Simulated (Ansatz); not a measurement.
## Geometry relaxation of Ti5O (part 2 of 2)

Continued. System: Ti5O (slab, 6 atoms in the cell). Method: DFT PBE, scalar-relativistic, plane waves, PAW, PAW set soft_1, no spin polarisation (Ansatz 0.2.0); cutoff 420 eV, 9×9×1 k-mesh, Gaussian smearing of 0.1 eV. The structure derives from an entry of the Crystallography Open Database. The input holds or restrains some coordinates.

Geometry of the input (Å; fractional positions):
```
2.9382  0.0000  0.0000
-1.4691  2.5445  0.0000
0.0000  0.0000  24.7117
Ti 0.6667  0.3333  0.1619
Ti 0.3333  0.6667  0.2560
Ti 0.6667  0.3333  0.3507
Ti 0.3333  0.6667  0.4476
Ti 0.6667  0.3333  0.5346
O  1.3333  0.6667  0.5751
```

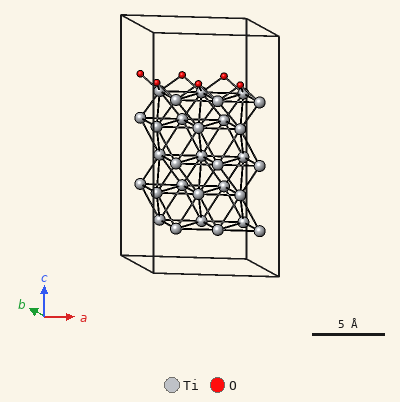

The geometry at step 1 of the log (ball-and-stick view of the 3 × 2 repeat of the cell, with the vacuum cut short, seen slightly off an axis).

Log, continued:
```
SCF iter   1: F=—  HF=-13066.254231 eV  |F-HF|=—  |Δ(HF+E_count)|=         —  Δρ=3.56e-3  dr2=3.81e-1  ethr=6.16e-4  p=-0.065 e·Å  D=-6.41e-2 V/Å  ΔV_dip=1.58 eV  dr2_dipole=2.94e-1  V_vac-E_F(+/−)=6.00/4.42 eV  ⟨swp⟩=1.0  Hψ=1423  notcnv=0  defer=7
efield: sawtooth ramp at fractional position 0.8485 (handed on by an earlier solve), width 0.0400; the density the first Hamiltonian is built on has a dipole p = -0.065 e·Å; the dipole correction subtracts the counter field D = -6.41e-2 V/Å, which shifts the + side's vacuum level by +1.58 eV against the − side's; the planar-averaged density in the ramp window peaks in size at 5.4e-6 e/Å³
preconditioner: auto → LDOS  [metal: Δε(μ)=0.009 eV  Ē_g=3.117 eV  σ=0.100 eV  W_gap=0.05  n_scr=18 (ndim 8)  ℏωp=13.4 eV  f_vac=0.461  D(μ)=11.22/eV (n_scr^D=128)  β→1.0]
SCF iter   2: F=—  HF=-13066.243580 eV  |F-HF|=—  |Δ(HF+E_count)|=   1.07e-2  Δρ=2.21e-3  dr2=2.00e-2  ethr=5.77e-4  p=-0.051 e·Å  D=-5.03e-2 V/Å  ΔV_dip=1.24 eV  dr2_dipole=1.04e-2  V_vac-E_F(+/−)=5.67/4.43 eV  ⟨swp⟩=2.0  Hψ=567  notcnv=0  defer=7
SCF iter   3: F=—  HF=-13066.242850 eV  |F-HF|=—  |Δ(HF+E_count)|=   7.31e-4  Δρ=1.01e-3  dr2=6.78e-3  ethr=3.02e-5  p=-0.050 e·Å  D=-4.91e-2 V/Å  ΔV_dip=1.21 eV  dr2_dipole=5.78e-4  V_vac-E_F(+/−)=5.64/4.43 eV  ⟨swp⟩=2.2  Hψ=609  notcnv=0  defer=7
SCF iter   4: F=—  HF=-13066.242483 eV  |F-HF|=—  |Δ(HF+E_count)|=   3.66e-4  Δρ=3.48e-4  dr2=9.79e-4  ethr=1.03e-5  p=-0.049 e·Å  D=-4.79e-2 V/Å  ΔV_dip=1.18 eV  dr2_dipole=1.46e-4  V_vac-E_F(+/−)=5.61/4.43 eV  ⟨swp⟩=2.0  Hψ=582  notcnv=0  defer=7
SCF iter   5: F=—  HF=-13066.242451 eV  |F-HF|=—  |Δ(HF+E_count)|=   3.18e-5  Δρ=2.16e-4  dr2=3.65e-4  ethr=1.48e-6  p=-0.048 e·Å  D=-4.72e-2 V/Å  ΔV_dip=1.17 eV  dr2_dipole=4.50e-6  V_vac-E_F(+/−)=5.59/4.42 eV  ⟨swp⟩=2.0  Hψ=616  notcnv=0  defer=7
SCF iter   6: F=-13066.242422 eV  HF=-13066.242433 eV  |F-HF|=1.08e-5  |Δ(HF+E_count)|=   1.89e-5  Δρ=5.15e-5  dr2=1.30e-5  ethr=1.52e-7  p=-0.048 e·Å  D=-4.68e-2 V/Å  ΔV_dip=1.16 eV  dr2_dipole=3.20e-7  V_vac-E_F(+/−)=5.58/4.42 eV  ⟨swp⟩=18.1  Hψ=4944  notcnv=0
SCF 2 converged in 6 iterations: F = -13066.242422 eV  dr2 = 1.30e-5
relax step   2: F+E_penalty+E_count = -13066.24242176 eV  Δ(F+E_penalty+E_count) = -5.228e-2 eV  max|allowed force component| = 5.418e-1 eV/Å  Δτ_max = 0.0569 Å  (6 SCF iters, dr2 threshold 1.00e-4 eV, accepted)
SCF iter   1: F=—  HF=-13066.258790 eV  |F-HF|=—  |Δ(HF+E_count)|=         —  Δρ=2.49e-3  dr2=1.80e-1  ethr=2.80e-3  p=-0.048 e·Å  D=-4.68e-2 V/Å  ΔV_dip=1.16 eV  dr2_dipole=1.38e-1  V_vac-E_F(+/−)=5.57/4.42 eV  ⟨swp⟩=1.8  Hψ=746  notcnv=0  defer=4
efield: sawtooth ramp at fractional position 0.8485 (handed on by an earlier solve), width 0.0400; the density the first Hamiltonian is built on has a dipole p = -0.048 e·Å; the dipole correction subtracts the counter field D = -4.68e-2 V/Å, which shifts the + side's vacuum level by +1.16 eV against the − side's; the planar-averaged density in the ramp window peaks in size at 4.0e-6 e/Å³
preconditioner: auto → LDOS  [metal: Δε(μ)=0.006 eV  Ē_g=3.189 eV  σ=0.100 eV  W_gap=0.04  n_scr=18 (ndim 8)  ℏωp=13.4 eV  f_vac=0.462  D(μ)=11.17/eV (n_scr^D=128)  β→1.0]
SCF iter   2: F=—  HF=-13066.253627 eV  |F-HF|=—  |Δ(HF+E_count)|=   5.16e-3  Δρ=1.60e-3  dr2=8.03e-3  ethr=2.73e-4  p=-0.037 e·Å  D=-3.65e-2 V/Å  ΔV_dip=0.90 eV  dr2_dipole=3.31e-3  V_vac-E_F(+/−)=5.32/4.42 eV  ⟨swp⟩=2.0  Hψ=616  notcnv=0  defer=6
SCF iter   3: F=—  HF=-13066.253120 eV  |F-HF|=—  |Δ(HF+E_count)|=   5.07e-4  Δρ=6.46e-4  dr2=2.79e-3  ethr=1.22e-5  p=-0.037 e·Å  D=-3.60e-2 V/Å  ΔV_dip=0.89 eV  dr2_dipole=2.77e-4  V_vac-E_F(+/−)=5.31/4.42 eV  ⟨swp⟩=2.2  Hψ=625  notcnv=0  defer=6
SCF iter   4: F=—  HF=-13066.252966 eV  |F-HF|=—  |Δ(HF+E_count)|=   1.54e-4  Δρ=2.17e-4  dr2=2.68e-4  ethr=4.23e-6  p=-0.036 e·Å  D=-3.50e-2 V/Å  ΔV_dip=0.86 eV  dr2_dipole=2.27e-5  V_vac-E_F(+/−)=5.29/4.42 eV  ⟨swp⟩=2.0  Hψ=582  notcnv=0  defer=6
SCF iter   5: F=—  HF=-13066.252966 eV  |F-HF|=—  |Δ(HF+E_count)|=   3.77e-7  Δρ=1.22e-4  dr2=1.11e-4  ethr=4.06e-7  p=-0.035 e·Å  D=-3.44e-2 V/Å  ΔV_dip=0.85 eV  dr2_dipole=1.50e-6  V_vac-E_F(+/−)=5.27/4.42 eV  ⟨swp⟩=2.2  Hψ=671  notcnv=0  defer=6
SCF iter   6: F=-13066.252960 eV  HF=-13066.252960 eV  |F-HF|=2.62e-7  |Δ(HF+E_count)|=   5.70e-6  Δρ=1.78e-5  dr2=1.42e-6  ethr=2.78e-8  p=-0.035 e·Å  D=-3.41e-2 V/Å  ΔV_dip=0.84 eV  dr2_dipole=2.17e-8  V_vac-E_F(+/−)=5.27/4.42 eV  ⟨swp⟩=17.4  Hψ=4613  notcnv=0
SCF 3 converged in 6 iterations: F = -13066.252960 eV  dr2 = 1.42e-6
relax step   3: F+E_penalty+E_count = -13066.25296008 eV  Δ(F+E_penalty+E_count) = -1.054e-2 eV  max|allowed force component| = 6.714e-3 eV/Å  Δτ_max = 0.0396 Å  (6 SCF iters, dr2 threshold 1.83e-5 eV, accepted)
iter 1 solved again at ethr=2.18e-9 eV; its pass at ethr=3.10e-3 eV (dr2=1.44e-6 eV) is discarded
SCF iter   1: F=—  HF=-13066.253002 eV  |F-HF|=—  |Δ(HF+E_count)|=         —  Δρ=1.78e-5  dr2=1.44e-6  ethr=2.18e-9  p=-0.035 e·Å  D=-3.41e-2 V/Å  ΔV_dip=0.84 eV  dr2_dipole=1.75e-8  V_vac-E_F(+/−)=5.27/4.42 eV  ⟨swp⟩=1.0  Hψ=1248  notcnv=0
efield: sawtooth ramp at fractional position 0.8485 (handed on by an earlier solve), width 0.0400; the density the first Hamiltonian is built on has a dipole p = -0.035 e·Å; the dipole correction subtracts the counter field D = -3.41e-2 V/Å, which shifts the + side's vacuum level by +0.84 eV against the − side's; the planar-averaged density in the ramp window peaks in size at 4.0e-6 e/Å³
preconditioner: auto → LDOS  [metal: Δε(μ)=0.051 eV  Ē_g=3.217 eV  σ=0.100 eV  W_gap=0.27  n_scr=18 (ndim 8)  ℏωp=13.4 eV  f_vac=0.462  D(μ)=11.01/eV (n_scr^D=126)  β→1.0]
SCF iter   2: F=—  HF=-13066.252961 eV  |F-HF|=—  |Δ(HF+E_count)|=   4.14e-5  Δρ=1.44e-5  dr2=3.66e-7  ethr=2.18e-9  p=-0.035 e·Å  D=-3.41e-2 V/Å  ΔV_dip=0.84 eV  dr2_dipole=2.77e-8  V_vac-E_F(+/−)=5.27/4.42 eV  ⟨swp⟩=2.2  Hψ=810  notcnv=0
SCF iter   3: F=-13066.252961 eV  HF=-13066.252961 eV  |F-HF|=5.41e-9  |Δ(HF+E_count)|=   7.85e-8  Δρ=2.41e-6  dr2=3.60e-8  ethr=1.52e-10  p=-0.035 e·Å  D=-3.41e-2 V/Å  ΔV_dip=0.84 eV  dr2_dipole=8.70e-11  V_vac-E_F(+/−)=5.27/4.42 eV  ⟨swp⟩=11.7  Hψ=3487  notcnv=0
SCF 4 converged in 3 iterations: F = -13066.252961 eV  dr2 = 3.60e-8
relax step   4: F+E_penalty+E_count = -13066.25296113 eV  Δ(F+E_penalty+E_count) = -1.047e-6 eV  max|allowed force component| = 8.033e-3 eV/Å  Δτ_max = 0.0000 Å  (3 SCF iters, accepted)
WARN: The output density's exchange-correlation potential varies sharply where the density is thin. Do not read a vacuum level from v_tot or v_xc, or from such a field of the output density. On a cell that repeats whose density bears no net charge and no dipole along the vacuum's axis use v_es (v_loc + v_h of the components); under efield.dipole_correction with no amplitude use v_es + v_field, which holds any external_charges[].barrier, or the levels of the report's work_function block, which leave it out; under a non-zero efield.amplitude the vacuum is tilted and has no level; on a cell that repeats and bears such a dipole with no correction it is tilted too, and efield.dipole_correction with no amplitude gives each side of its ramp a level where efield: is served; in a cell that repeats whose density bears a net charge (total_charge, or a fill off its count) it is curved and has none; of a slab under crystal.periodic whose density bears no net charge use v_es, which has a level on each side, short of where the two are joined; of another it falls or rises all the way out and has none; of a slab beside external_charges read slab_vacuum_level instead, which it has where they leave it neutral. The grid or the basis barely resolves most such structure, and the values can differ between equally converged runs; as a rule a tighter scf.convergence.dr2_threshold does not remove it. Where the density itself ripples (under the LDA too) a higher basis.ecutwfc lessens it. The files hold the spikes' plane waves up to the density's cutoff. Files: v_tot_of_output_density and the like, and their columns of v_z.tsv (output.write_potential); v_xc_of_output_density and the like, and their columns of v_comp_z.tsv (output.write_potential_components). Measured: with its Gaussian average of σ = 0.25 Å subtracted twice, the exchange-correlation potential is over 0.1 eV at 6 of the grid points where the equally averaged density (valence and model cores) is under 1e-3 e/Å³, and 0.151 eV at the most among them, at an averaged density of 6.7e-8 e/Å³. The input density's (outcome.potential() and, of a run that writes arrays, v_tot and v_xc) is over 0.1 eV, so measured, at 107 points of its own thin density, 0.186 eV at the most. See output.write_potential in the manual, Limitations
SCF converged after 3 iterations
Free energy (F): -13066.252961 eV
Harris-Foulkes:  -13066.252961 eV  (|F-HF|=5.41e-9)
Internal energy: -13066.197919 eV  (E = F + TS)
E sigma→0 (E₀):  -13066.225440 eV
Entropy (-TS):   -0.055042 eV (-9.174 meV/atom)
Fermi energy:    4.237542 eV
Dipole field:    D = -0.034051 V/Å  (p = -0.034766 e·Å, saw-weighted, corrected)
Work function:   Φ+ = 5.2649 eV   Φ− = 4.4235 eV
Levels:          The Fermi level and band energies are counted from a zero that moves with the ramp; work functions are not
--- Per-component energies (eV) ---
  E_band       = -1380.660349
  E_kinetic    = 1575.784681
  E_local      = -60728.885392  (includes V_loc(G=0)·N_el)
  E_nonlocal   = 355.313630
  E_hartree    = 29574.066306
  E_xc         = -652.209997
  E_vxc        = -818.372157  (∫ρ·V_xc dr)
  E_paw        = -5373.584960  (= ΣΔE_a)
  E_vpaw       = -912.705575  (= ΣTr[D̂ρ^β])
  E_aug_tail   = 0.000376  (compensation charges beyond the density's cutoff)
  E_efield     = 0.000592  (sawtooth field / dipole correction)
  E_vefield    = 0.098478  (∫n·V_field dr)
  E_ewald      = 22183.316844
  E_smearing   = -0.055042  (= −TS)
  E_closure    = 0.000000  (closes the sum)
  Σ components = -13066.252961   (vs F -13066.252961, Δ=0.00e0)
--- Forces (eV/Å), atoms counted from 1 ---
  atom   1  Ti     0.00000000     0.00000000     0.54296023
  atom   2  Ti     0.00000000    -0.00000000    -0.50179397
  atom   3  Ti     0.00000000     0.00000000     0.17571032
  atom   4  Ti     0.00000000    -0.00000000    -2.16702825
  atom   5  Ti    -0.00000000     0.00000000     1.94208496
  atom   6  O     -0.00000000    -0.00000000     0.00803309
  max |Σ_I F_I| component: 3.36e-5 eV/Å
--- Band table (eV; the first three rows and the last of 12) ---
  k-point 0: bands = ["-53.0684", "-52.6948", "-52.5412", "-52.4670", "-52.3871", "-29.4121", "-29.1649", "-29.1649", "-29.1496", "-28.9538", "-28.6654", "-28.6613", "-28.6613", "-28.5181", "-28.5181", "-28.5147", "-28.4666", "-28.4666", "-28.3926", "-28.3926", "-15.3315", "-2.0722", "-1.5201", "-1.0798", "-1.0798", "-0.6744", "0.4222", "1.3296", "3.8304", "4.1008", "4.3987", "4.6875", "4.8114", "4.8114", "4.9013", "4.9516", "4.9516", "5.0488", "5.0488", "5.3294"]
  k-point 1: bands = ["-53.0576", "-52.6860", "-52.5312", "-52.4603", "-52.3799", "-29.3929", "-29.2525", "-29.1811", "-29.1325", "-28.9471", "-28.7264", "-28.6747", "-28.6663", "-28.5613", "-28.5332", "-28.5315", "-28.5001", "-28.4769", "-28.4413", "-28.4039", "-15.2648", "-1.8923", "-1.3615", "-1.1584", "-1.0165", "-0.3346", "0.7393", "1.6204", "3.7479", "3.9622", "4.2775", "4.3545", "4.5937", "4.6954", "4.8560", "4.8803", "5.0122", "5.1479", "5.1848", "5.2185"]
  k-point 2: bands = ["-53.0300", "-52.6634", "-52.5055", "-52.4436", "-52.3616", "-29.4712", "-29.3313", "-29.2219", "-29.0920", "-28.9465", "-28.8560", "-28.7512", "-28.7085", "-28.6562", "-28.6064", "-28.5704", "-28.5476", "-28.5227", "-28.5036", "-28.4324", "-15.1082", "-1.8500", "-1.2911", "-0.8782", "-0.3019", "0.4760", "1.4679", "2.2720", "3.2566", "3.5383", "3.7967", "3.9777", "4.1942", "4.3794", "4.6020", "4.9061", "4.9383", "5.0130", "5.3928", "5.4694"]
  k-point 11: bands = ["-52.9630", "-52.6089", "-52.4374", "-52.4091", "-52.3175", "-29.7276", "-29.5379", "-29.2180", "-29.0208", "-29.0195", "-28.9943", "-28.8841", "-28.8653", "-28.8588", "-28.7595", "-28.7112", "-28.6886", "-28.6479", "-28.5983", "-28.5699", "-14.7829", "-1.8932", "-0.6309", "-0.5420", "2.3216", "2.7570", "2.9753", "2.9777", "2.9990", "3.0298", "3.2195", "3.4228", "3.5629", "4.0976", "4.3169", "4.3192", "4.4107", "4.5211", "5.2035", "5.6973"]
--- Relaxed structure (4 steps of the walk, 4 accepted, 0 SCFs on fresh bases) ---
  F+E_penalty+E_count = -13066.25296113 eV   max|allowed force component| = 8.033e-3 eV/Å
  atoms:
    - { symbol: Ti, position: [0.6666666666666667, 0.33333333333333337, 0.1618666015] }
    - { symbol: Ti, position: [0.3333333333333333, 0.6666666666666667, 0.2559609806] }
    - { symbol: Ti, position: [0.6666666666666667, 0.33333333333333337, 0.3506708119] }
    - { symbol: Ti, position: [0.3333333333333333, 0.6666666666666667, 0.4475655916] }
    - { symbol: Ti, position: [0.6666666666666667, 0.33333333333333337, 0.5346335206] }
    - { symbol: O, position: [1.3333333333333335, 0.6666666666666667, 0.5711933975400504] }
```

Trajectory as extended XYZ (Å, eV, eV/Å), 4 frames, from step=1 to step=4:
```
6
Lattice="2.9382 0.0000 0.0000 -1.4691 2.5445 0.0000 0.0000 0.0000 24.7117" Properties=species:S:1:pos:R:3:forces:R:3 step=1 energy=-13066.19014
Ti    1.4691    0.8482    4.0000    0.0000   0.0000   0.5462
Ti    0.0000    1.6963    6.3252    0.0000   0.0000  -0.4933
Ti    1.4691    0.8482    8.6657    0.0000   0.0000   0.1195
Ti    0.0000    1.6963   11.0601    0.0000   0.0000  -1.9616
Ti    1.4691    0.8482   13.2117    0.0000   0.0000   3.0842
O     2.9382    1.6963   14.2117    0.0000   0.0000  -1.2957
6
Lattice="2.9382 0.0000 0.0000 -1.4691 2.5445 0.0000 0.0000 0.0000 24.7117" Properties=species:S:1:pos:R:3:forces:R:3 step=2 energy=-13066.24242
Ti    1.4691    0.8482    4.0000    0.0000   0.0000   0.5442
Ti    0.0000    1.6963    6.3252    0.0000   0.0000  -0.4976
Ti    1.4691    0.8482    8.6657    0.0000   0.0000   0.1528
Ti    0.0000    1.6963   11.0601    0.0000   0.0000  -2.0831
Ti    1.4691    0.8482   13.2117    0.0000   0.0000   2.4237
O     2.9382    1.6963   14.1548    0.0000   0.0000  -0.5418
6
Lattice="2.9382 0.0000 0.0000 -1.4691 2.5445 0.0000 0.0000 0.0000 24.7117" Properties=species:S:1:pos:R:3:forces:R:3 step=3 energy=-13066.25296
Ti    1.4691    0.8482    4.0000    0.0000   0.0000   0.5430
Ti    0.0000    1.6963    6.3252    0.0000   0.0000  -0.5015
Ti    1.4691    0.8482    8.6657    0.0000   0.0000   0.1757
Ti    0.0000    1.6963   11.0601    0.0000   0.0000  -2.1671
Ti    1.4691    0.8482   13.2117    0.0000   0.0000   1.9427
O     2.9382    1.6963   14.1152    0.0000   0.0000   0.0067
6
Lattice="2.9382 0.0000 0.0000 -1.4691 2.5445 0.0000 0.0000 0.0000 24.7117" Properties=species:S:1:pos:R:3:forces:R:3 step=4 energy=-13066.25296
Ti    1.4691    0.8482    4.0000    0.0000   0.0000   0.5430
Ti    0.0000    1.6963    6.3252    0.0000   0.0000  -0.5018
Ti    1.4691    0.8482    8.6657    0.0000   0.0000   0.1757
Ti    0.0000    1.6963   11.0601    0.0000   0.0000  -2.1670
Ti    1.4691    0.8482   13.2117    0.0000   0.0000   1.9421
O     2.9382    1.6963   14.1152    0.0000   0.0000   0.0080
```

Key numbers:

```csv
quantity,value
outcome,converged under the restraints of the input
electrons treated,66
free energy,−13066.2530 eV
"work function, top face",5.26 eV
"work function, bottom face",4.42 eV
Fermi energy,4.238 eV
gap on the k-point mesh,none (metallic)
final volume,184.75 Å³
work function (upper face),5.26 eV
"largest force (length of the vector) at the end, held atoms and coordinates included",2.167 eV/Å
hardware,"1 thread of Arm Neoverse V1, 24 GiB of memory available, shared host"
wall time,59 s
peak memory,0.4 GiB
```

Remarks:

Notes on the run: the exchange-correlation potential is rough where the density is thin.
